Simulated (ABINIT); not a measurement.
## Optical-spectrum calculation, with input and output: TiAl (part 2 of 2)

The same run, continued: TiAl (P1, 4 atoms in the cell); Kohn-Sham DFT of a periodic cell, PBEsol, PseudoDojo NC SR PBEsol v0.4.1 standard, no spin polarisation (ABINIT 10.8.3); cutoff 1034.03 eV, 10×10×4 k-mesh, methfessel-paxton of 0.2 eV. The structure derives from an entry of the Crystallography Open Database. The geometry was changed: volume scaled by 1.08.

Geometry of the input (Å; fractional positions):
```
2.9110  0.0000  0.0000
0.0000  2.9110  0.0000
0.0000  0.0000  8.3292
Ti 0.1019  0.0420  0.9901
Ti 0.8981  0.9580  0.5099
Al 0.5452  0.4933  0.2508
Al 0.4548  0.5067  0.7492
```

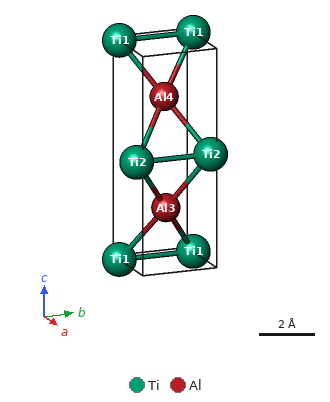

*The structure as given in the input (ball-and-stick view of the cell of the calculation, seen slightly off an axis; atoms are numbered from 1 in the order of the input). An atom can appear more than once, as a periodic image.*

**What the program printed, continued**
```
--- !ResultsGS
iteration_state: {dtset: 1, }
comment   : Summary of ground state results
lattice_vectors:
- [  5.5010473,   0.0000000,   0.0000000, ]
- [  0.0000000,   5.5010473,   0.0000000, ]
- [  0.0000000,   0.0000000,  15.7398238, ]
lattice_lengths: [   5.50105,    5.50105,   15.73982, ]
lattice_angles: [ 90.000,  90.000,  90.000, ] # degrees, (23, 13, 12)
lattice_volume:   4.7631101E+02
convergence: {deltae: -6.253E-13, res2:  6.949E-13, residm:  1.632E-04, diffor: null, }
etotal    :  -1.23272841E+02
entropy   :   0.00000000E+00
fermie    :   2.95605219E-01
cartesian_stress_tensor: # hartree/bohr^3
- [  3.61996050E-04,  -2.80617738E-05,   6.24091428E-05, ]
- [ -2.80617738E-05,   3.10246225E-04,   3.59102125E-05, ]
- [  6.24091428E-05,   3.59102125E-05,   1.47618870E-04, ]
pressure_GPa:  -8.0404E+00
xred      :
- [  1.0194E-01,   4.2017E-02,   9.9007E-01, Ti]
- [  8.9806E-01,   9.5798E-01,   5.0993E-01, Ti]
- [  5.4525E-01,   4.9327E-01,   2.5077E-01, Al]
- [  4.5475E-01,   5.0673E-01,   7.4923E-01, Al]
cartesian_forces: # hartree/bohr
- [ -2.44960295E-02,  -1.13803066E-02,   1.16490804E-02, ]
- [  2.20441103E-02,   1.19017798E-02,  -6.76833942E-04, ]
- [ -6.49355963E-03,   5.91488956E-04,  -5.27823446E-03, ]
- [  8.94547891E-03,  -1.11296215E-03,  -5.69401200E-03, ]
force_length_stats: {min:   8.38903659E-03, max:   2.94154367E-02, mean:   1.83819107E-02, }
...

 Integrated electronic density in atomic spheres:
 ------------------------------------------------
 Atom  Sphere_radius  Integrated_density
    1        2.00000          9.50761318
    2        2.00000          9.50718426
    3        2.00000          0.87476802
    4        2.00000          0.92526468
================================================================================

 ----iterations are completed or convergence reached----

 Mean square residual over all n,k,spin=   63.979E-08; max=  16.322E-05
 reduced coordinates (array xred) for    4 atoms
       0.101935390000      0.042017110000      0.990073040000
       0.898064610000      0.957982890000      0.509926960000
       0.545247760000      0.493267320000      0.250767780000
       0.454752240000      0.506732680000      0.749232220000
 rms dE/dt=  8.8262E-02; max dE/dt=  1.3475E-01; dE/dt below (all hartree)
    1       0.134753813989      0.062603606269     -0.183354486533
    2      -0.121265695195     -0.065472251863      0.010653233065
    3       0.035721375978     -0.003253807147      0.083078466329
    4      -0.049209504942      0.006122458989      0.089622731547

 cartesian coordinates (angstrom) at end:
    1      0.29673686134007     0.12231301949186     8.24647283937503
    2      2.61429199075993     2.78871583260814     4.24726121792497
    3      1.58723196090290     1.43591540031804     2.08868396897301
    4      1.32379689119710     1.47511345178196     6.24047206922699

 cartesian forces (hartree/bohr) at end:
    1     -0.02449602953641    -0.01138030661728     0.01164908040201
    2      0.02204411025547     0.01190177981599    -0.00067683394156
    3     -0.00649355963220     0.00059148895581    -0.00527823445993
    4      0.00894547891313    -0.00111296215452    -0.00569401200051
 frms,max,avg= 1.1822927E-02 2.4496030E-02   4.622E-10 -2.839E-10  8.830E-10 h/b

 cartesian forces (eV/Angstrom) at end:
    1     -1.25963648457741    -0.58519889517204     0.59901979887543
    2      1.13355372578121     0.61201412520111    -0.03480420063695
    3     -0.33391226179485     0.03041558501785    -0.27141772873850
    4      0.45999502059105    -0.05723081504692    -0.29279786949998
 frms,max,avg= 6.0795934E-01 1.2596365E+00   2.377E-08 -1.460E-08  4.541E-08 e/A
 length scales=  1.000000000000  1.000000000000  1.000000000000 bohr
              =  0.529177210544  0.529177210544  0.529177210544 angstroms
 Fermi (or HOMO) energy (hartree) =   0.29561   Average Vxc (hartree)=  -0.39161
 Eigenvalues (hartree) for nkpt= 204  k points:
 kpt#   1, nband= 19, wtk=  0.00250, kpt=  0.0000  0.0000  0.0000 (reduced coord)
  -1.78194   -1.78183   -0.91801   -0.91755   -0.90477   -0.90456   -0.90431   -0.90427
  -0.02146    0.02997    0.11085    0.23378    0.26881    0.27280    0.27983    0.31818
   0.35460    0.36178    0.36391
      occupation numbers for kpt#   1
   2.00000    2.00000    2.00000    2.00000    2.00000    2.00000    2.00000    2.00000
   2.00000    2.00000    2.00000    2.00000    2.00000    2.00010    2.00967   -0.00012
   0.00000    0.00000    0.00000
 prteigrs : prtvol=0 or 1, do not print more k-points.

--- !EnergyTerms
iteration_state     : {dtset: 1, }
comment             : Components of total free energy in Hartree
kinetic             :  4.86573419358840E+01
hartree             :  3.47391191530711E+01
xc                  : -1.94107061086203E+01
Ewald energy        : -7.72948217633426E+01
psp_core            :  1.94674836714616E+00
local_psp           : -1.13567955051323E+02
non_local_psp       :  1.65748980746315E+00
internal            : -1.23272783659721E+02
'-kT*entropy'       : -5.72639356171681E-05
total_energy        : -1.23272840923657E+02
total_energy_eV     : -3.35442488801300E+03
band_energy         : -1.52798794204850E+01
...

 Cartesian components of stress tensor (hartree/bohr^3)
  sigma(1 1)=  3.61996050E-04  sigma(3 2)=  3.59102125E-05
  sigma(2 2)=  3.10246225E-04  sigma(3 1)=  6.24091428E-05
  sigma(3 3)=  1.47618870E-04  sigma(2 1)= -2.80617738E-05

-Cartesian components of stress tensor (GPa)         [Pressure= -8.0404E+00 GPa]
- sigma(1 1)=  1.06502915E+01  sigma(3 2)=  1.05651493E+00
- sigma(2 2)=  9.12775908E+00  sigma(3 1)=  1.83614037E+00
- sigma(3 3)=  4.34309709E+00  sigma(2 1)= -8.25605889E-01

================================================================================
== DATASET  2 ==================================================================

--- !DatasetInfo
iteration_state: {dtset: 2, }
dimensions: {natom: 4, nkpt: 204, mband: 27, nsppol: 1, nspinor: 1, nspden: 1, mpw: 5370, }
cutoff_energies: {ecut:  38.0, pawecutdg:  -1.0, }
electrons: {nelect:   3.00000000E+01, charge:   0.00000000E+00, occopt:   6.00000000E+00, tsmear:   7.34986444E-03, }
meta: {optdriver: 0, ionmov: 0, optcell: 0, iscf: -3, paral_kgb: 0, }
...

 mkfilename : getden/=0, take file _DEN from output of DATASET   1.

 Real(R)+Recip(G) space primitive vectors, cartesian coordinates (Bohr,Bohr^-1):
 R(1)=  5.5010473  0.0000000  0.0000000  G(1)=  0.1817836  0.0000000  0.0000000
 R(2)=  0.0000000  5.5010473  0.0000000  G(2)=  0.0000000  0.1817836  0.0000000
 R(3)=  0.0000000  0.0000000 15.7398238  G(3)=  0.0000000  0.0000000  0.0635331
 Unit cell volume ucvol=  4.7631101E+02 bohr^3
 Angles (23,13,12)=  9.00000000E+01  9.00000000E+01  9.00000000E+01 degrees

 getcut: wavevector=  0.0000  0.0000  0.0000  ngfft=  32  32  90
         ecut(hartree)=     38.000   => boxcut(ratio)=   2.06056
--------------------------------------------------------------------------------

================================================================================

--- !BeginCycle
iteration_state: {dtset: 2, }
solver: {iscf: -3, nstep: 120, nline: 4, wfoptalg: 0, }
tolerances: {tolwfr: 1.00E-12, }
...

     iter   Etot(hartree)      deltaE(h)  residm     vres2
 Non-SCF case, kpt    1 (  0.00000  0.00000  0.00000), residuals and eigenvalues=
  6.08E-13  4.44E-13  3.06E-13  9.93E-13  1.80E-13  2.93E-13  1.76E-13  6.51E-13
  6.20E-13  6.60E-14  9.40E-13  9.61E-13  4.84E-13  2.97E-13  5.79E-13  6.27E-13
  5.43E-13  7.25E-13  4.75E-13  4.17E-13  5.44E-13  4.69E-13  7.59E-13  7.04E-13
  3.15E-11  1.90E-11  1.01E-09
 -1.7819E+00 -1.7818E+00 -9.1801E-01 -9.1755E-01 -9.0477E-01 -9.0456E-01
 -9.0431E-01 -9.0427E-01 -2.1458E-02  2.9968E-02  1.1085E-01  2.3378E-01
  2.6881E-01  2.7280E-01  2.7983E-01  3.1818E-01  3.5460E-01  3.6139E-01
  3.6390E-01  3.6517E-01  4.0393E-01  4.0417E-01  4.9977E-01  5.8222E-01
  5.9003E-01  5.9904E-01  6.0481E-01
 prteigrs : prtvol=0 or 1, do not print more k-points.

--- !ResultsGS
iteration_state: {dtset: 2, }
comment   : Summary of ground state results
lattice_vectors:
- [  5.5010473,   0.0000000,   0.0000000, ]
- [  0.0000000,   5.5010473,   0.0000000, ]
- [  0.0000000,   0.0000000,  15.7398238, ]
lattice_lengths: [   5.50105,    5.50105,   15.73982, ]
lattice_angles: [ 90.000,  90.000,  90.000, ] # degrees, (23, 13, 12)
lattice_volume:   4.7631101E+02
convergence: {deltae:  0.000E+00, res2:  0.000E+00, residm:  9.996E-13, diffor:  0.000E+00, }
etotal    :  -1.23272841E+02
entropy   :   0.00000000E+00
fermie    :   2.95605219E-01
cartesian_stress_tensor: null
pressure_GPa: null
xred      :
- [  1.0194E-01,   4.2017E-02,   9.9007E-01, Ti]
- [  8.9806E-01,   9.5798E-01,   5.0993E-01, Ti]
- [  5.4525E-01,   4.9327E-01,   2.5077E-01, Al]
- [  4.5475E-01,   5.0673E-01,   7.4923E-01, Al]
cartesian_forces: null
force_length_stats: {min: null, max: null, mean: null, }
...

 Integrated electronic density in atomic spheres:
 ------------------------------------------------
 Atom  Sphere_radius  Integrated_density
    1        2.00000          9.50761313
    2        2.00000          9.50718399
    3        2.00000          0.87476804
    4        2.00000          0.92526471
================================================================================

 ----iterations are completed or convergence reached----

 Mean square residual over all n,k,spin=   59.029E-14; max=  99.959E-14
 reduced coordinates (array xred) for    4 atoms
       0.101935390000      0.042017110000      0.990073040000
       0.898064610000      0.957982890000      0.509926960000
       0.545247760000      0.493267320000      0.250767780000
       0.454752240000      0.506732680000      0.749232220000

 cartesian coordinates (angstrom) at end:
    1      0.29673686134007     0.12231301949186     8.24647283937503
    2      2.61429199075993     2.78871583260814     4.24726121792497
    3      1.58723196090290     1.43591540031804     2.08868396897301
    4      1.32379689119710     1.47511345178196     6.24047206922699
 length scales=  1.000000000000  1.000000000000  1.000000000000 bohr
              =  0.529177210544  0.529177210544  0.529177210544 angstroms
 Eigenvalues (hartree) for nkpt= 204  k points:
 kpt#   1, nband= 27, wtk=  0.00250, kpt=  0.0000  0.0000  0.0000 (reduced coord)
  -1.78194   -1.78183   -0.91801   -0.91755   -0.90477   -0.90456   -0.90431   -0.90427
  -0.02146    0.02997    0.11085    0.23378    0.26881    0.27280    0.27983    0.31818
   0.35460    0.36139    0.36390    0.36517    0.40393    0.40417    0.49977    0.58222
   0.59003    0.59904    0.60481
      occupation numbers for kpt#   1
   2.00000    2.00000    2.00000    2.00000    2.00000    2.00000    2.00000    2.00000
   2.00000    2.00000    2.00000    2.00000    2.00000    2.00010    2.00967   -0.00012
   0.00000    0.00000    0.00000    0.00000    0.00000    0.00000    0.00000    0.00000
   0.00000    0.00000    0.00000
 prteigrs : prtvol=0 or 1, do not print more k-points.

--- !EnergyTerms
iteration_state     : {dtset: 2, }
comment             : Components of total free energy in Hartree
kinetic             :  4.86573408384940E+01
hartree             :  3.47391191530711E+01
xc                  : -1.94107061086203E+01
Ewald energy        : -7.72948217633426E+01
psp_core            :  1.94674836714616E+00
local_psp           : -1.13567955051323E+02
non_local_psp       :  1.65749042202926E+00
internal            : -1.23272784142545E+02
'-kT*entropy'       : -5.72639412093542E-05
total_energy        : -1.23272841406486E+02
...

--- !EnergyTermsDC
iteration_state     : {dtset: 2, }
comment             : '"Double-counting" decomposition of free energy'
band_energy         : -1.52798794334977E+01
Ewald energy        : -7.72948217633426E+01
psp_core            :  1.94674836714616E+00
xc_dc               : -3.26448308300176E+01
internal            : -1.23272783659712E+02
'-kT*entropy'       : -5.72639412093542E-05
total_energy_dc     : -1.23272840923653E+02
...

================================================================================
== DATASET  3 ==================================================================

--- !DatasetInfo
iteration_state: {dtset: 3, }
dimensions: {natom: 4, nkpt: 204, mband: 23, nsppol: 1, nspinor: 1, nspden: 1, mpw: 5370, }
cutoff_energies: {ecut:  38.0, pawecutdg:  -1.0, }
electrons: {nelect:   3.00000000E+01, charge:   0.00000000E+00, occopt:   6.00000000E+00, tsmear:   7.34986444E-03, }
meta: {optdriver: 8, wfk_task: 7, }
...

 mkfilename : getwfk/=0, take file _WFK from output of DATASET   2.

--------------------------------------------------------------------------------

 Computation of velocity matrix elements (DDK)

 Parameters extracted from the Abinit header:
    ecut:     38.0
    nkpt:    400
    mband:   27
    nsppol:  1
    nspinor: 1
    useylm:  0
    inclvkb: 2
    bmin: 1, bmax: 27
    Computing diagonal and off-diagonal matrix elements
    Between band index bmin: 1, bmax: 27

== END DATASET(S) ==============================================================
================================================================================

 -outvars: echo values of variables after computation  --------
            acell      1.0000000000E+00  1.0000000000E+00  1.0000000000E+00 Bohr
           etotal1    -1.2327284092E+02
           etotal2    -1.2327284092E+02
           etotal3     0.0000000000E+00
            fcart1    -2.4496029536E-02 -1.1380306617E-02  1.1649080402E-02
                       2.2044110255E-02  1.1901779816E-02 -6.7683394156E-04
                      -6.4935596322E-03  5.9148895581E-04 -5.2782344599E-03
                       8.9454789131E-03 -1.1129621545E-03 -5.6940120005E-03
            fcart3     0.0000000000E+00  0.0000000000E+00  0.0000000000E+00
                       0.0000000000E+00  0.0000000000E+00  0.0000000000E+00
                       0.0000000000E+00  0.0000000000E+00  0.0000000000E+00
                       0.0000000000E+00  0.0000000000E+00  0.0000000000E+00
            rprim      5.5010472751E+00  0.0000000000E+00  0.0000000000E+00
                       0.0000000000E+00  5.5010472751E+00  0.0000000000E+00
                       0.0000000000E+00  0.0000000000E+00  1.5739823772E+01
           strten1     3.6199605008E-04  3.1024622527E-04  1.4761886952E-04
                       3.5910212493E-05  6.2409142751E-05 -2.8061773784E-05
           strten3     0.0000000000E+00  0.0000000000E+00  0.0000000000E+00
                       0.0000000000E+00  0.0000000000E+00  0.0000000000E+00
           xangst      2.9673686134E-01  1.2231301949E-01  8.2464728394E+00
                       2.6142919908E+00  2.7887158326E+00  4.2472612179E+00
                       1.5872319609E+00  1.4359154003E+00  2.0886839690E+00
                       1.3237968912E+00  1.4751134518E+00  6.2404720692E+00
             xred      1.0193539000E-01  4.2017110000E-02  9.9007304000E-01
                       8.9806461000E-01  9.5798289000E-01  5.0992696000E-01
                       5.4524776000E-01  4.9326732000E-01  2.5076778000E-01
                       4.5475224000E-01  5.0673268000E-01  7.4923222000E-01
 Calculation completed.
```

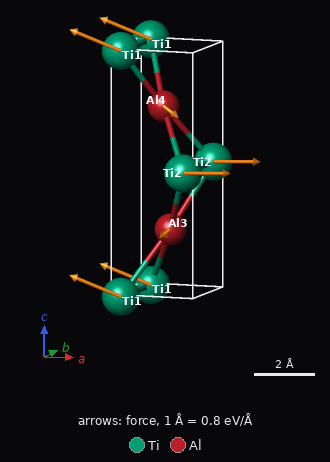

*Forces on the atoms as orange arrows (ball-and-stick view of the cell of the calculation, seen slightly off an axis; atoms are numbered from 1 in the order of the input).*

The largest act on Ti1 (1.51 eV/Å); Ti2 (1.29 eV/Å); Al4 (0.55 eV/Å). The geometry is not a stationary point of this energy.

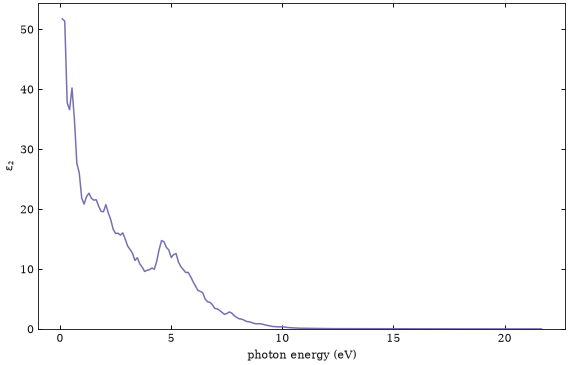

*Imaginary part of the dielectric function (first component that the program prints).*

The highest peak, 51.7, lies at 0.11 eV.

**Summary**

```csv
quantity,value
outcome,converged
space group (tolerance 0.01 Å),P1 (1)
electrons treated,30
free energy,−3354.4249 eV
Fermi energy,8.044 eV
gap on the k-point mesh,none (metallic)
pressure,−8.04 GPa
largest force (length of the vector),1.513 eV/Å
hardware,"4 threads of Arm Neoverse V1, 24 GiB of memory available, shared host"
wall time,15 min (CPU time 58 min)
peak memory,1.4 GiB
```

**Remarks**

Further notes kept with the run: Slow version without MPI-IO support. Processors send data to master. Points of doubt noted for this run: no intraband term.
